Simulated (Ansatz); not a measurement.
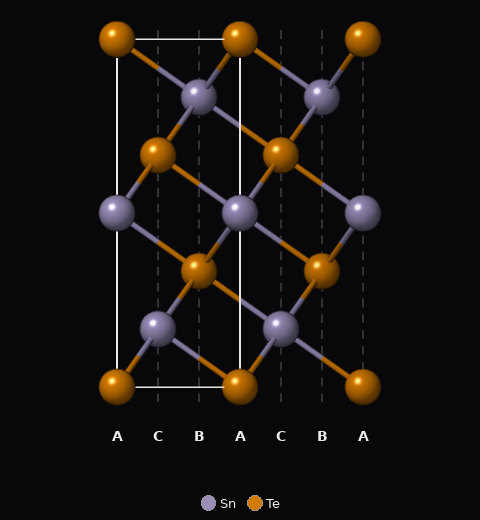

The picture looks along a close-packed row of the hexagonal mesh; [111] points upwards. The dashed lines mark the three columns A (0, 0), B (1/3, 2/3) and C (2/3, 1/3). The box is the hexagonal cell of the face-centred cubic lattice. The sequence starts with the first layer at or above the cell's origin.

The compound is SnTe (space group Fm-3m, No. 225), taken as the input geometry of an electronic-structure calculation (not necessarily at equilibrium).

Q: Give the sequence of layers in one repeat, with element and column.

A: Te(A) – Sn(C) – Te(B) – Sn(A) – Te(C) – Sn(B) (six layers in 10.89 Å).

Q: How are the Te layers alone stacked?

A: Te layers alone: ABC, the cubic close-packed type.

Q: Which positions between or in the Te layers do the other atoms fill?

A: Sn: three octahedral sites, counted in one hexagonal cell.

Heights of the layers:

```tsv
layer	atoms (column)	height (Å)	to next (Å)
1	Te(A)	0.00	1.82
2	Sn(C)	1.82	1.81
3	Te(B)	3.63	1.82
4	Sn(A)	5.45	1.82
5	Te(C)	7.26	1.81
6	Sn(B)	9.08	1.82
```
